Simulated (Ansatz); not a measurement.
Pd (P6/mmm, No. 191): the geometry given to an electronic-structure calculation, possibly off equilibrium; the starting structure was generated, so it need not be a known form of this composition.

Space group P6/mmm (No. 191). a = 4.426 Å, b = 4.426 Å, c = 2.634 Å, α = 90.00°, β = 90.00°, γ = 120.00°
```tsv
atom	site	symmetry	x	y	z
Pd	1a	6/mmm	0.0000	0.0000	0.0000
Pd	2d	-6m2	0.3333	0.6667	0.5000
```

Question: What will a Z-contrast image along [100] show? Simulation: incoherent imaging, intensity Z^1.7 per atom, probe width 0.76 Å, thin sample. The probe carries 25 % of its weight in a tail 2.5 times as wide. The display is stretched by a gamma of 0.65; percentages refer to the linear signal. A slight drift was added.

Answer: The columns repeat on a rectangular net of 2.63 × 3.83 Å (plane group p2mm). All columns are alike (Pd). The shortest distance between visible columns is 1.28 Å in projection. Along the beam the structure repeats every 4.43 Å.

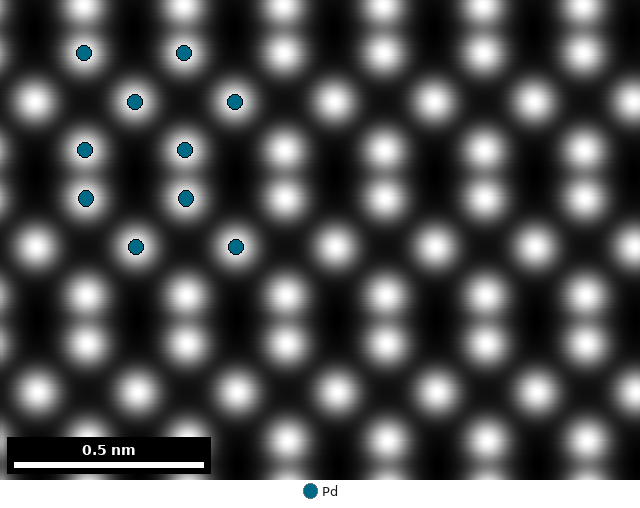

The simulated image, with the columns of the model marked in one corner.
